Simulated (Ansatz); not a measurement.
# Two runs on Hg

System: Hg (P-1, 3 atoms in the cell).
Method of the first run: Kohn-Sham DFT of a periodic cell, PBE, Ansatz PAW, no spin polarisation (Ansatz 0.2.0).

The structure derives from a Materials Project entry. Text and figures count atoms from 1; the logs count them from 0 in places.

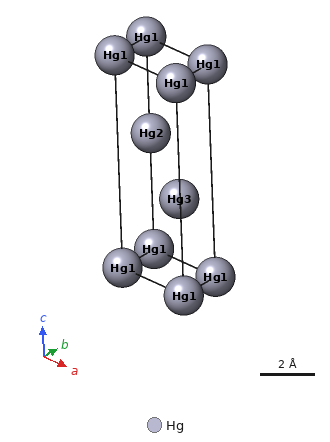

Figure 1. The structure (spheres-only view of the cell of the calculation, seen slightly off an axis; atoms are numbered from 1 in the order of the input).

### Input file, the first run
```yaml
crystal:
  lattice:
    - [3.3205578694, 0.0, 0.0]
    - [-1.4721436807, 3.0761348998, 0.0]
    - [-0.9583293978, -1.3972993748, 8.1206091033]
  atoms:
    - { symbol: Hg, position: [0.0, 0.0, 0.0] }
    - { symbol: Hg, position: [0.41392988, 0.25857771, 0.66474219] }
    - { symbol: Hg, position: [0.58607012, 0.74142229, 0.33525781] }
hamiltonian:
  xc: pbe
  pseudopotentials: { kind: paw }
kpoints:
  mp_grid: { grid: [9, 9, 4] }
scf:
  occupations: { method: fermi_dirac, width: 0.05 }
output:
  forces: true
  stress: true
  eigenvalues: true
```

Launched with:
```bash
ansatz run input.yaml --threads 2 --pin off --max-ram 5120MiB --backend cpu --events-out ev --progress --plain --runs-dir out
```

Hardware: 2 threads of AMD EPYC (Zen 5), 24 GiB of memory available, shared host.

### Output, shortened to warnings, some set-up lines, iterations and results (the first run)
```
Basis set: ecut = 420 eV, 1623 PW (Γ), exchange–correlation on 48×48×120 points (8 copies of the dense FFT grid, shifted against one another)
Symmetry: 2 space group operations
k-points: 163 of 324
Initial density: superposition of atomic densities (neutral atoms: chi_scale 0, normalization atom), corrected by the library's trained network
[...]
SCF iter   1: F=—  HF=-41440.342408 eV  |F-HF|=—  |Δ(HF+E_count)|=         —  Δρ=1.28e-3  dr2=1.13e-3  ethr=1.77e-3  ⟨swp⟩=6.2  Hψ=21849  notcnv=0  defer=3
SCF iter   2: F=—  HF=-41440.343987 eV  |F-HF|=—  |Δ(HF+E_count)|=   1.58e-3  Δρ=7.98e-4  dr2=5.50e-4  ethr=1.88e-6  ⟨swp⟩=2.9  Hψ=13068  notcnv=0  defer=28
SCF iter   3: F=—  HF=-41440.343998 eV  |F-HF|=—  |Δ(HF+E_count)|=   1.10e-5  Δρ=2.26e-4  dr2=3.67e-5  ethr=9.17e-7  ⟨swp⟩=2.0  Hψ=8113  notcnv=0  defer=28
SCF iter   4: F=—  HF=-41440.344023 eV  |F-HF|=—  |Δ(HF+E_count)|=   2.50e-5  Δρ=7.58e-5  dr2=8.85e-6  ethr=6.12e-8  ⟨swp⟩=2.4  Hψ=9734  notcnv=0  defer=28
SCF iter   5: F=—  HF=-41440.344026 eV  |F-HF|=—  |Δ(HF+E_count)|=   2.64e-6  Δρ=2.28e-5  dr2=9.67e-7  ethr=1.47e-8  ⟨swp⟩=2.1  Hψ=8607  notcnv=0  defer=28
SCF iter   6: F=—  HF=-41440.344026 eV  |F-HF|=—  |Δ(HF+E_count)|=   3.23e-7  Δρ=6.55e-6  dr2=1.46e-7  ethr=1.61e-9  ⟨swp⟩=2.0  Hψ=8607  notcnv=0  defer=28
SCF iter   7: F=-41440.344026 eV  HF=-41440.344026 eV  |F-HF|=4.45e-9  |Δ(HF+E_count)|=   3.27e-9  Δρ=2.14e-6  dr2=1.27e-8  ethr=1.67e-10  ⟨swp⟩=7.3  Hψ=20929  notcnv=0
SCF 1 converged in 7 iterations: F = -41440.344026 eV  dr2 = 1.27e-8
SCF converged after 7 iterations
Free energy (F): -41440.344026 eV
Harris-Foulkes:  -41440.344026 eV  (|F-HF|=4.45e-9)
Internal energy: -41440.336998 eV  (E = F + TS)
E sigma→0 (E₀):  -41440.340512 eV
Entropy (-TS):   -0.007028 eV (-2.343 meV/atom)
Fermi energy:    11.728719 eV
--- Per-component energies (eV) ---
  E_band       = -1311.112114
  E_kinetic    = 1814.044203
  E_local      = -8227.535907  (includes V_loc(G=0)·N_el)
  E_nonlocal   = 217.977081
  E_hartree    = 3501.501387
  E_xc         = -661.330964
  E_vxc        = -786.631268  (∫ρ·V_xc dr)
  E_paw        = -29836.425739  (= ΣΔE_a)
  E_vpaw       = -1331.972687  (= ΣTr[D̂ρ^β])
  E_aug_tail   = 0.002753  (compensation charges beyond the density's cutoff)
  E_ewald      = -8248.569811
  E_smearing   = -0.007028  (= −TS)
  E_closure    = 0.000000  (closes the sum)
  Σ components = -41440.344026   (vs F -41440.344026, Δ=0.00e0)
--- Forces (eV/Å), atoms counted from 1 ---
  atom   1  Hg     0.00000000     0.00000000     0.00000000
  atom   2  Hg    -0.00780238     0.02301255     0.01174888
  atom   3  Hg     0.00780238    -0.02301255    -0.01174888
  max |Σ_I F_I| component: 0.00e0 eV/Å
--- Stress (GPa, compression-positive) ---
        0.643124       0.127223       0.022284
        0.127223       0.773802      -0.044840
        0.022284      -0.044840       0.753571
  P = ⅓ Tr σ = 0.7235 GPa (7.235 kbar)
```

For the second run the input was changed thus:
```diff
-    - [3.3205578694, 0.0, 0.0]
-    - [-1.4721436807, 3.0761348998, 0.0]
-    - [-0.9583293978, -1.3972993748, 8.1206091033]
+    - [3.3425489597, 0.0, 0.0]
+    - [-1.4818932607, 3.0965072478, 0.0]
+    - [-0.9646761351, -1.4065532827, 8.1743895388]
+  write_density: true
+  write_potential: true
+  elf: true
+  volumetric_format: npy
```

Predict how the results change.

With the same functional and potentials, the second run lies 2.2 meV per atom lower. The pressure goes from 0.72 to 0.56 GPa. The volume per atom goes from 27.65 to 28.20 Å³. The cell is scaled evenly with the atoms at fixed fractional positions, so −ΔP/Δ ln V estimates the bulk modulus midway between the two volumes: about 8 GPa. The number of SCF iterations is the same. The plane waves at Γ go from 1623 to 1651.

### Output, shortened to warnings, some set-up lines, iterations and results (the second run)
```
Basis set: ecut = 420 eV, 1651 PW (Γ), exchange–correlation on 48×48×120 points (8 copies of the dense FFT grid, shifted against one another)
Symmetry: 2 space group operations
k-points: 163 of 324
Initial density: superposition of atomic densities (neutral atoms: chi_scale 0, normalization atom), corrected by the library's trained network
[...]
SCF iter   1: F=—  HF=-41440.349131 eV  |F-HF|=—  |Δ(HF+E_count)|=         —  Δρ=1.40e-3  dr2=1.51e-3  ethr=1.77e-3  ⟨swp⟩=6.2  Hψ=21872  notcnv=0  defer=4
SCF iter   2: F=—  HF=-41440.350638 eV  |F-HF|=—  |Δ(HF+E_count)|=   1.51e-3  Δρ=8.73e-4  dr2=7.15e-4  ethr=2.51e-6  ⟨swp⟩=2.2  Hψ=9906  notcnv=0  defer=26
SCF iter   3: F=—  HF=-41440.350631 eV  |F-HF|=—  |Δ(HF+E_count)|=   7.38e-6  Δρ=2.49e-4  dr2=4.60e-5  ethr=1.19e-6  ⟨swp⟩=2.0  Hψ=8464  notcnv=0  defer=26
SCF iter   4: F=—  HF=-41440.350662 eV  |F-HF|=—  |Δ(HF+E_count)|=   3.05e-5  Δρ=8.83e-5  dr2=1.08e-5  ethr=7.67e-8  ⟨swp⟩=2.0  Hψ=10053  notcnv=0  defer=26
SCF iter   5: F=—  HF=-41440.350663 eV  |F-HF|=—  |Δ(HF+E_count)|=   1.54e-6  Δρ=2.62e-5  dr2=1.12e-6  ethr=1.80e-8  ⟨swp⟩=2.0  Hψ=8612  notcnv=0  defer=26
SCF iter   6: F=—  HF=-41440.350664 eV  |F-HF|=—  |Δ(HF+E_count)|=   5.56e-7  Δρ=7.27e-6  dr2=1.75e-7  ethr=1.87e-9  ⟨swp⟩=2.0  Hψ=8612  notcnv=0  defer=26
SCF iter   7: F=-41440.350664 eV  HF=-41440.350664 eV  |F-HF|=6.67e-9  |Δ(HF+E_count)|=   3.59e-9  Δρ=2.43e-6  dr2=1.75e-8  ethr=1.67e-10  ⟨swp⟩=10.9  Hψ=35829  notcnv=0
SCF 1 converged in 7 iterations: F = -41440.350664 eV  dr2 = 1.75e-8
SCF converged after 7 iterations
Free energy (F): -41440.350664 eV
Harris-Foulkes:  -41440.350664 eV  (|F-HF|=6.67e-9)
Internal energy: -41440.343909 eV  (E = F + TS)
E sigma→0 (E₀):  -41440.347286 eV
Entropy (-TS):   -0.006754 eV (-2.251 meV/atom)
Fermi energy:    11.397674 eV
--- Per-component energies (eV) ---
  E_band       = -1328.503610
  E_kinetic    = 1814.133061
  E_local      = -8318.978601  (includes V_loc(G=0)·N_el)
  E_nonlocal   = 218.085165
  E_hartree    = 3538.575549
  E_xc         = -661.213063
  E_vxc        = -786.440038  (∫ρ·V_xc dr)
  E_paw        = -29836.647438  (= ΣΔE_a)
  E_vpaw       = -1332.459701  (= ΣTr[D̂ρ^β])
  E_aug_tail   = 0.002752  (compensation charges beyond the density's cutoff)
  E_ewald      = -8194.301333
  E_smearing   = -0.006754  (= −TS)
  E_closure    = 0.000000  (closes the sum)
  Σ components = -41440.350664   (vs F -41440.350664, Δ=0.00e0)
--- Forces (eV/Å), atoms counted from 1 ---
  atom   1  Hg     0.00000000     0.00000000     0.00000000
  atom   2  Hg    -0.00725279     0.01864973     0.00641941
  atom   3  Hg     0.00725279    -0.01864973    -0.00641941
  max |Σ_I F_I| component: 0.00e0 eV/Å
--- Stress (GPa, compression-positive) ---
        0.535982       0.085908      -0.016485
        0.085908       0.572512      -0.020612
       -0.016485      -0.020612       0.585883
  P = ⅓ Tr σ = 0.5648 GPa (5.648 kbar)
```

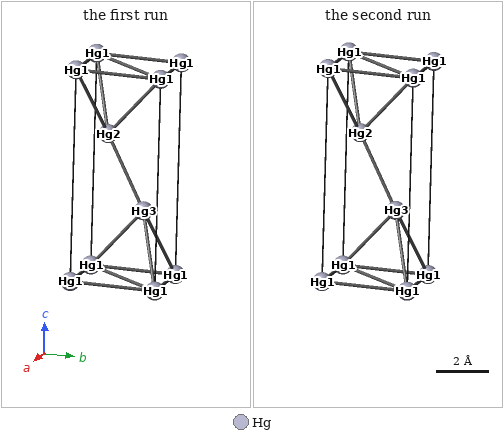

Figure 2. The two input geometries at one scale (ball-and-stick view of the cell of the calculation, seen slightly off an axis). No atom moves by more than 0.005 Å relative to the cell. The drawn cell changes as follows: a 3.321 → 3.343 Å (+0.7 %), b 3.410 → 3.433 Å (+0.7 %), c 8.295 → 8.350 Å (+0.7 %); the volume changes by +2.0 %. Among the contacts that change: Hg1–Hg2 3.610 → 3.634 Å, Hg1–Hg1 3.589 → 3.613 Å, Hg2–Hg3 3.351 → 3.374 Å.

### The two runs side by side

| quantity | the first run | the second run |
| --- | --- | --- |
| outcome | converged | converged |
| free energy per atom (eV) | −13813.4480 | −13813.4502 |
| energy per atom, smearing taken to zero (eV) | −13813.4468 | −13813.4491 |
| gap on the mesh (eV) | 0.00 | 0.00 |
| pressure (GPa) | 0.72 | 0.56 |
| volume per atom (Å³) | 27.65 | 28.20 |
| largest force (eV/Å) | 0.027 | 0.021 |
| SCF iterations | 7 | 7 |
| irreducible k-points | 163 | 163 |
| plane waves at Γ | 1623 | 1651 |
| wall time (shared host) | 4.6 s | 4.2 s |

For both runs: Spin–orbit coupling is left out, which matters for Hg.
